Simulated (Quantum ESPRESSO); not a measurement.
**Phonon calculation of NiO (part 1 of 3)**

- system: NiO (Fm-3m, 2 atoms in the cell)
- method: Kohn-Sham DFT of a periodic cell, RPBE, PseudoDojo 0.4.1 SR PBE standard, spin-polarised (Quantum ESPRESSO 7.5)

The structure derives from an entry of the Crystallography Open Database.

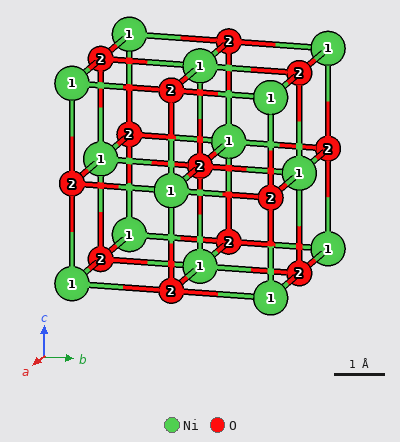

**Figure 1.** The input geometry (ball-and-stick view of the cell 4 times as large as that of the calculation, set on its symmetry axes, seen slightly off an axis; atoms are numbered from 1 in the order of the input). Near neighbours in the crystal (not all of them lie inside the picture): Ni has 6 O at 2.09 Å; O has 6 Ni at 2.09 Å.

### The input
```
&CONTROL
  calculation = 'scf'
  prefix = 'pwscf'
  outdir = './tmp'
  pseudo_dir = './pseudo'
  tprnfor = .true.
  tstress = .true.
  disk_io = 'low'
/
&SYSTEM
  ibrav = 0
  nat = 2
  ntyp = 2
  ecutwfc = 98
  nbnd = 22
  input_dft = 'rpbe'
  occupations = 'smearing'
  smearing = 'fd'
  degauss = 0.00367493
  nspin = 2
  starting_magnetization(1) = 0.0556
  starting_magnetization(2) = 0
/
&ELECTRONS
  conv_thr = 4d-10
  electron_maxstep = 120
  mixing_beta = 0.3
/
ATOMIC_SPECIES
Ni    58.6934 Ni.upf
O     15.9990 O.upf
CELL_PARAMETERS angstrom
   0.0000000000    2.0859016414    2.0859016414
   2.0859016414    0.0000000000    2.0859016414
   2.0859016414    2.0859016414    0.0000000000
ATOMIC_POSITIONS crystal
Ni     0.0000000000    0.0000000000    0.0000000000
O      0.5000000000    0.5000000000    0.5000000000
K_POINTS automatic
6 6 6 1 1 1
```

### File scf2.in
```
&CONTROL
  calculation = 'scf'
  prefix = 'pwscf'
  outdir = './tmp'
  pseudo_dir = './pseudo'
  tprnfor = .true.
  tstress = .true.
  disk_io = 'low'
/
&SYSTEM
  ibrav = 0
  nat = 2
  ntyp = 2
  ecutwfc = 98
  nbnd = 22
  input_dft = 'rpbe'
  occupations = 'smearing'
  smearing = 'fd'
  degauss = 0.00367493
  nspin = 2
  starting_magnetization(1) = 0.0556
  starting_magnetization(2) = 0
/
&ELECTRONS
  conv_thr = 1d-13
  electron_maxstep = 120
  mixing_beta = 0.3
  startingpot = 'file'
  startingwfc = 'file'
/
ATOMIC_SPECIES
Ni    58.6934 Ni.upf
O     15.9990 O.upf
CELL_PARAMETERS angstrom
   0.0000000000    2.0859016414    2.0859016414
   2.0859016414    0.0000000000    2.0859016414
   2.0859016414    2.0859016414    0.0000000000
ATOMIC_POSITIONS crystal
Ni     0.0000000000    0.0000000000    0.0000000000
O      0.5000000000    0.5000000000    0.5000000000
K_POINTS automatic
6 6 6 1 1 1
```

### File ph.in
```
phonons of NiO
&INPUTPH
  prefix = 'pwscf'
  outdir = './tmp'
  tr2_ph = 1d-16
  fildyn = 'dyn'
  niter_ph = 60
  alpha_mix(1) = 0.4
/
0.0000000000 0.0000000000 0.0000000000
```

### File dynmat.in
```
&INPUT
  fildyn = 'dyn'
  asr = 'crystal'
  filout = 'dynmat.eig'
/
```

### File dyn
```
Dynamical matrix file
phonons of NiO                                                             
  2    2   0   5.5745227   0.0000000   0.0000000   0.0000000   0.0000000   0.0000000
Basis vectors
      0.000000000    0.707106781    0.707106781
      0.707106781    0.000000000    0.707106781
      0.707106781    0.707106781    0.000000000
           1  'Ni     '    53495.761538473613     
           2  'O      '    14582.196445495396     
    1    1      0.0000000000      0.0000000000      0.0000000000
    2    2      0.7071067812      0.7071067812      0.7071067812

     Dynamical  Matrix in cartesian axes

     q = (    0.000000000   0.000000000   0.000000000 ) 

    1    1
  0.09245665   0.00000000     0.00000000   0.00000000     0.00000000   0.00000000
  0.00000000   0.00000000     0.09245665   0.00000000     0.00000000   0.00000000
  0.00000000   0.00000000     0.00000000   0.00000000     0.09245665   0.00000000
    1    2
 -0.09223838   0.00000000     0.00000000   0.00000000     0.00000000   0.00000000
  0.00000000   0.00000000    -0.09223838   0.00000000     0.00000000   0.00000000
  0.00000000   0.00000000     0.00000000   0.00000000    -0.09223838   0.00000000
    2    1
 -0.09223838   0.00000000     0.00000000   0.00000000     0.00000000   0.00000000
  0.00000000   0.00000000    -0.09223838   0.00000000     0.00000000   0.00000000
  0.00000000   0.00000000     0.00000000   0.00000000    -0.09223838   0.00000000
    2    2
  0.09242056   0.00000000     0.00000000   0.00000000     0.00000000   0.00000000
  0.00000000   0.00000000     0.09242056   0.00000000     0.00000000   0.00000000
  0.00000000   0.00000000     0.00000000   0.00000000     0.09242056   0.00000000

     Diagonalizing the dynamical matrix

     q = (    0.000000000   0.000000000   0.000000000 ) 

 **************************************************************************
     freq (    1) =       0.252281 [THz] =       8.415184 [cm-1]
 (  0.295558 -0.000000 -0.476375  0.000000  0.431549  0.000000 ) 
 (  0.295249 -0.000000 -0.475878  0.000000  0.431098  0.000000 ) 
     freq (    2) =       0.252281 [THz] =       8.415184 [cm-1]
 (  0.491217  0.000000  0.473745  0.000000  0.186531  0.000000 ) 
 (  0.490705  0.000000  0.473250  0.000000  0.186336  0.000000 ) 
     freq (    3) =       0.252281 [THz] =       8.415184 [cm-1]
 ( -0.414576  0.000000  0.221709  0.000000  0.528672  0.000000 ) 
 ( -0.414143  0.000000  0.221477  0.000000  0.528120  0.000000 ) 
     freq (    4) =       9.340094 [THz] =     311.551984 [cm-1]
 ( -0.126024  0.000000  0.165492  0.000000  0.160499  0.000000 ) 
 (  0.462811  0.000000 -0.607754  0.000000 -0.589416  0.000000 ) 
     freq (    5) =       9.340094 [THz] =     311.551984 [cm-1]
 ( -0.100727  0.000000  0.125004  0.000000 -0.207985  0.000000 ) 
 (  0.369910  0.000000 -0.459067  0.000000  0.763803  0.000000 ) 
     freq (    6) =       9.340094 [THz] =     311.551984 [cm-1]
 (  0.207368  0.000000  0.161294  0.000000 -0.003486  0.000000 ) 
 ( -0.761540  0.000000 -0.592337  0.000000  0.012803  0.000000 ) 
 **************************************************************************
```

Run as:
```bash
OMP_NUM_THREADS=1 pw.x -in pw.in > pw.out
OMP_NUM_THREADS=1 pw.x -in scf2.in > scf2.out
OMP_NUM_THREADS=1 ph.x -in ph.in > ph.out
OMP_NUM_THREADS=1 dynmat.x -in dynmat.in > dynmat.out
```

### What the program printed
```
This program is part of the open-source Quantum ESPRESSO suite
     for quantum simulation of materials; please cite
         "P. Giannozzi et al., J. Phys.:Condens. Matter 21 395502 (2009);
         "P. Giannozzi et al., J. Phys.:Condens. Matter 29 465901 (2017);
         "P. Giannozzi et al., J. Chem. Phys. 152 154105 (2020);
          URL
     in publications or presentations arising from this work. More details at

     IMPORTANT: XC functional enforced from input :
     Exchange-correlation= RPBE
                           (   1   4  44   4   0   0   0)
     Any further DFT definition will be discarded
     Please, verify this is what you really want

     Message from routine setup:
     using ibrav=0 with symmetry is DISCOURAGED, use correct ibrav instead

     G-vector sticks info
     --------------------
     sticks:   dense  smooth     PW     G-vecs:    dense   smooth      PW
     Sum         847     847    253                16145    16145    2733

     Using Slab Decomposition

     bravais-lattice index     =            0
     lattice parameter (alat)  =       5.5745  a.u.
     unit-cell volume          =     122.4921 (a.u.)^3
     number of atoms/cell      =            2
     number of atomic types    =            2
     number of electrons       =        24.00
     number of Kohn-Sham states=           22
     kinetic-energy cutoff     =      98.0000  Ry
     charge density cutoff     =     392.0000  Ry
     scf convergence threshold =      4.0E-10
     mixing beta               =       0.3000
     number of iterations used =            8  plain     mixing
     Exchange-correlation= RPBE
                           (   1   4  44   4   0   0   0)

     celldm(1)=   5.574523  celldm(2)=   0.000000  celldm(3)=   0.000000
     celldm(4)=   0.000000  celldm(5)=   0.000000  celldm(6)=   0.000000

     crystal axes: (cart. coord. in units of alat)
               a(1) = (   0.000000   0.707107   0.707107 )
               a(2) = (   0.707107   0.000000   0.707107 )
               a(3) = (   0.707107   0.707107   0.000000 )

     reciprocal axes: (cart. coord. in units 2 pi/alat)
               b(1) = ( -0.707107  0.707107  0.707107 )
               b(2) = (  0.707107 -0.707107  0.707107 )
               b(3) = (  0.707107  0.707107 -0.707107 )

     PseudoPot. # 1 for Ni read from file:
     Ni.upf
     Pseudo is Norm-conserving + core correction, Zval = 18.0
     Generated using ONCVPSP code by D. R. Hamann
     Using radial grid of 1372 points,  6 beta functions with:
                l(1) =   0
                l(2) =   0
                l(3) =   1
                l(4) =   1
                l(5) =   2
                l(6) =   2

     PseudoPot. # 2 for O  read from file:
     O.upf
     Pseudo is Norm-conserving + core correction, Zval =  6.0
     Generated using ONCVPSP code by D. R. Hamann
     Using radial grid of  936 points,  5 beta functions with:
                l(1) =   0
                l(2) =   0
                l(3) =   1
                l(4) =   1
                l(5) =   2

     atomic species   valence    mass     pseudopotential
     Ni               18.00    58.69340     Ni( 1.00)
     O                 6.00    15.99900     O ( 1.00)

     Starting magnetic structure
     atomic species   magnetization
     Ni              0.056
     O               0.000

     48 Sym. Ops., with inversion, found

   Cartesian axes

     site n.     atom                  positions (alat units)
         1        Ni     tau(   1) = (   0.0000000   0.0000000   0.0000000  )
         2        O      tau(   2) = (   0.7071068   0.7071068   0.7071068  )

     number of k points=    28  Fermi-Dirac smearing, width (Ry)=  0.0037
                       cart. coord. in units 2pi/alat
        k(    1) = (   0.0589256   0.0589256   0.0589256), wk =   0.0092593
        k(    2) = (   0.1767767   0.1767767  -0.0589256), wk =   0.0277778
        k(    3) = (   0.2946278   0.2946278  -0.1767767), wk =   0.0277778
        k(    4) = (  -0.2946278  -0.2946278   0.4124790), wk =   0.0277778
        k(    5) = (  -0.1767767  -0.1767767   0.2946278), wk =   0.0277778
        k(    6) = (  -0.0589256  -0.0589256   0.1767767), wk =   0.0277778
        k(    7) = (   0.2946278   0.0589256   0.0589256), wk =   0.0277778
        k(    8) = (   0.4124790   0.1767767  -0.0589256), wk =   0.0555556
        k(    9) = (  -0.1767767  -0.4124790   0.5303301), wk =   0.0555556
        k(   10) = (  -0.0589256  -0.2946278   0.4124790), wk =   0.0555556
        k(   11) = (   0.0589256  -0.1767767   0.2946278), wk =   0.0555556
        k(   12) = (   0.5303301   0.0589256   0.0589256), wk =   0.0277778
        k(   13) = (  -0.0589256  -0.5303301   0.6481812), wk =   0.0555556
        k(   14) = (   0.0589256  -0.4124790   0.5303301), wk =   0.0555556
        k(   15) = (   0.1767767  -0.2946278   0.4124790), wk =   0.0555556
        k(   16) = (  -0.6481812   0.0589256   0.0589256), wk =   0.0277778
        k(   17) = (  -0.5303301   0.1767767  -0.0589256), wk =   0.0555556
        k(   18) = (  -0.4124790   0.0589256   0.0589256), wk =   0.0277778
        k(   19) = (   0.1767767   0.1767767   0.1767767), wk =   0.0092593
        k(   20) = (   0.2946278   0.2946278   0.0589256), wk =   0.0277778
        k(   21) = (  -0.2946278  -0.2946278   0.6481812), wk =   0.0277778
        k(   22) = (  -0.1767767  -0.1767767   0.5303301), wk =   0.0277778
        k(   23) = (   0.4124790   0.1767767   0.1767767), wk =   0.0277778
        k(   24) = (  -0.1767767  -0.4124790   0.7660323), wk =   0.0555556
        k(   25) = (  -0.0589256  -0.2946278   0.6481812), wk =   0.0555556
        k(   26) = (  -0.7660323   0.1767767   0.1767767), wk =   0.0277778
        k(   27) = (   0.2946278   0.2946278   0.2946278), wk =   0.0092593
        k(   28) = (  -0.2946278  -0.2946278   0.8838835), wk =   0.0277778

     Dense  grid:    16145 G-vectors     FFT dimensions: (  36,  36,  36)

     Generating pointlists ...
     new r_m :   0.2917 (alat units)  1.6260 (a.u.) for type    1
     new r_m :   0.2917 (alat units)  1.6260 (a.u.) for type    2

     Initial potential from superposition of free atoms

     starting charge      23.9998, renormalised to      24.0000
     Starting wfcs are   14 randomized atomic wfcs +    8 random wfcs

     Self-consistent Calculation

     iteration #  1     ecut=    98.00 Ry     beta= 0.30
     Davidson diagonalization with overlap
     ethr =  1.00E-02,  avg # of iterations =  6.0

     Threshold (ethr) on eigenvalues was too large:
     Diagonalizing with lowered threshold

     Davidson diagonalization with overlap
     ethr =  6.94E-04,  avg # of iterations =  1.1

     total energy              =    -368.66686656 Ry
     estimated scf accuracy    <       0.16662173 Ry

     total magnetization       =     0.82 Bohr mag/cell
     absolute magnetization    =     0.82 Bohr mag/cell

     iteration #  2     ecut=    98.00 Ry     beta= 0.30
     Davidson diagonalization with overlap
     ethr =  6.94E-04,  avg # of iterations =  1.4

     total energy              =    -368.67639785 Ry
     estimated scf accuracy    <       0.03794960 Ry

     total magnetization       =     0.67 Bohr mag/cell
     absolute magnetization    =     0.68 Bohr mag/cell

     iteration #  3     ecut=    98.00 Ry     beta= 0.30
     Davidson diagonalization with overlap
     ethr =  1.58E-04,  avg # of iterations =  2.0

     total energy              =    -368.68017882 Ry
     estimated scf accuracy    <       0.01725434 Ry

     total magnetization       =     0.82 Bohr mag/cell
     absolute magnetization    =     0.82 Bohr mag/cell

     iteration #  4     ecut=    98.00 Ry     beta= 0.30
     Davidson diagonalization with overlap
     ethr =  7.19E-05,  avg # of iterations =  1.3

     total energy              =    -368.68218600 Ry
     estimated scf accuracy    <       0.00374911 Ry

     total magnetization       =     0.83 Bohr mag/cell
     absolute magnetization    =     0.83 Bohr mag/cell

     iteration #  5     ecut=    98.00 Ry     beta= 0.30
     Davidson diagonalization with overlap
     ethr =  1.56E-05,  avg # of iterations =  1.4

     total energy              =    -368.67989212 Ry
     estimated scf accuracy    <       0.00174041 Ry

     total magnetization       =     1.02 Bohr mag/cell
     absolute magnetization    =     1.02 Bohr mag/cell

     iteration #  6     ecut=    98.00 Ry     beta= 0.30
     Davidson diagonalization with overlap
     ethr =  7.25E-06,  avg # of iterations =  1.2

     total energy              =    -368.68080493 Ry
     estimated scf accuracy    <       0.00038296 Ry

     total magnetization       =     0.70 Bohr mag/cell
     absolute magnetization    =     0.70 Bohr mag/cell

     iteration #  7     ecut=    98.00 Ry     beta= 0.30
     Davidson diagonalization with overlap
     ethr =  1.60E-06,  avg # of iterations =  1.6

     total energy              =    -368.67530837 Ry
     estimated scf accuracy    <       0.00023839 Ry

     total magnetization       =     0.59 Bohr mag/cell
     absolute magnetization    =     0.59 Bohr mag/cell

     iteration #  8     ecut=    98.00 Ry     beta= 0.30
     Davidson diagonalization with overlap
     ethr =  9.93E-07,  avg # of iterations =  2.1

     total energy              =    -368.67979967 Ry
     estimated scf accuracy    <       0.00026312 Ry

     total magnetization       =     0.19 Bohr mag/cell
     absolute magnetization    =     0.19 Bohr mag/cell

     iteration #  9     ecut=    98.00 Ry     beta= 0.30
     Davidson diagonalization with overlap
     ethr =  9.93E-07,  avg # of iterations =  1.0

     total energy              =    -368.67483342 Ry
     estimated scf accuracy    <       0.00015977 Ry

     total magnetization       =     0.16 Bohr mag/cell
     absolute magnetization    =     0.16 Bohr mag/cell

     iteration # 10     ecut=    98.00 Ry     beta= 0.30
     Davidson diagonalization with overlap
     ethr =  6.66E-07,  avg # of iterations =  2.1

     total energy              =    -368.60008939 Ry
     estimated scf accuracy    <       0.00061654 Ry

     total magnetization       =     0.67 Bohr mag/cell
     absolute magnetization    =     0.67 Bohr mag/cell

     iteration # 11     ecut=    98.00 Ry     beta= 0.30
     Davidson diagonalization with overlap
     ethr =  6.66E-07,  avg # of iterations =  4.0

     total energy              =    -368.69882973 Ry
     estimated scf accuracy    <       0.03758117 Ry

     total magnetization       =    -1.41 Bohr mag/cell
     absolute magnetization    =     1.41 Bohr mag/cell

     iteration # 12     ecut=    98.00 Ry     beta= 0.30
     Davidson diagonalization with overlap
     ethr =  6.66E-07,  avg # of iterations =  2.0

     total energy              =    -368.49663775 Ry
     estimated scf accuracy    <       0.07765326 Ry

     total magnetization       =    -1.82 Bohr mag/cell
     absolute magnetization    =     1.82 Bohr mag/cell

     iteration # 13     ecut=    98.00 Ry     beta= 0.30
     Davidson diagonalization with overlap
     ethr =  6.66E-07,  avg # of iterations =  4.5

     total energy              =    -368.65967978 Ry
     estimated scf accuracy    <       0.00161138 Ry

     total magnetization       =     1.00 Bohr mag/cell
     absolute magnetization    =     1.00 Bohr mag/cell

     iteration # 14     ecut=    98.00 Ry     beta= 0.30
     Davidson diagonalization with overlap
     ethr =  6.66E-07,  avg # of iterations =  2.8

     total energy              =    -368.67972287 Ry
     estimated scf accuracy    <       0.00021662 Ry

     total magnetization       =     0.09 Bohr mag/cell
     absolute magnetization    =     0.09 Bohr mag/cell

     iteration # 15     ecut=    98.00 Ry     beta= 0.30
     Davidson diagonalization with overlap
     ethr =  6.66E-07,  avg # of iterations =  1.0

     total energy              =    -368.67847243 Ry
     estimated scf accuracy    <       0.00011176 Ry

     total magnetization       =     0.11 Bohr mag/cell
     absolute magnetization    =     0.11 Bohr mag/cell

     iteration # 16     ecut=    98.00 Ry     beta= 0.30
     Davidson diagonalization with overlap
     ethr =  4.66E-07,  avg # of iterations =  2.0

     total energy              =    -368.67908721 Ry
     estimated scf accuracy    <       0.00010935 Ry

     total magnetization       =    -0.15 Bohr mag/cell
     absolute magnetization    =     0.15 Bohr mag/cell

     iteration # 17     ecut=    98.00 Ry     beta= 0.30
     Davidson diagonalization with overlap
     ethr =  4.56E-07,  avg # of iterations =  2.0

     total energy              =    -368.67961012 Ry
     estimated scf accuracy    <       0.00001714 Ry

     total magnetization       =     0.03 Bohr mag/cell
     absolute magnetization    =     0.03 Bohr mag/cell

     iteration # 18     ecut=    98.00 Ry     beta= 0.30
     Davidson diagonalization with overlap
     ethr =  7.14E-08,  avg # of iterations =  1.2

     total energy              =    -368.67961053 Ry
     estimated scf accuracy    <       0.00000498 Ry

     total magnetization       =    -0.02 Bohr mag/cell
     absolute magnetization    =     0.02 Bohr mag/cell

     iteration # 19     ecut=    98.00 Ry     beta= 0.30
     Davidson diagonalization with overlap
     ethr =  2.08E-08,  avg # of iterations =  2.0

     total energy              =    -368.67958198 Ry
     estimated scf accuracy    <       0.00002097 Ry

     total magnetization       =     0.03 Bohr mag/cell
     absolute magnetization    =     0.03 Bohr mag/cell

     iteration # 20     ecut=    98.00 Ry     beta= 0.30
     Davidson diagonalization with overlap
     ethr =  2.08E-08,  avg # of iterations =  2.0

     total energy              =    -368.67965250 Ry
     estimated scf accuracy    <       0.00000730 Ry

     total magnetization       =    -0.03 Bohr mag/cell
     absolute magnetization    =     0.03 Bohr mag/cell

     iteration # 21     ecut=    98.00 Ry     beta= 0.30
     Davidson diagonalization with overlap
     ethr =  2.08E-08,  avg # of iterations =  1.7

     total energy              =    -368.67965143 Ry
     estimated scf accuracy    <       0.00003066 Ry

     total magnetization       =    -0.06 Bohr mag/cell
     absolute magnetization    =     0.06 Bohr mag/cell

     iteration # 22     ecut=    98.00 Ry     beta= 0.30
     Davidson diagonalization with overlap
     ethr =  2.08E-08,  avg # of iterations =  1.0

     total energy              =    -368.67957900 Ry
     estimated scf accuracy    <       0.00001848 Ry

     total magnetization       =    -0.04 Bohr mag/cell
     absolute magnetization    =     0.04 Bohr mag/cell

     iteration # 23     ecut=    98.00 Ry     beta= 0.30
     Davidson diagonalization with overlap
     ethr =  2.08E-08,  avg # of iterations =  2.0

     total energy              =    -368.67963091 Ry
     estimated scf accuracy    <       0.00000184 Ry

     total magnetization       =     0.02 Bohr mag/cell
     absolute magnetization    =     0.02 Bohr mag/cell

     iteration # 24     ecut=    98.00 Ry     beta= 0.30
     Davidson diagonalization with overlap
     ethr =  7.68E-09,  avg # of iterations =  2.0

     total energy              =    -368.67963578 Ry
     estimated scf accuracy    <       0.00000066 Ry
```
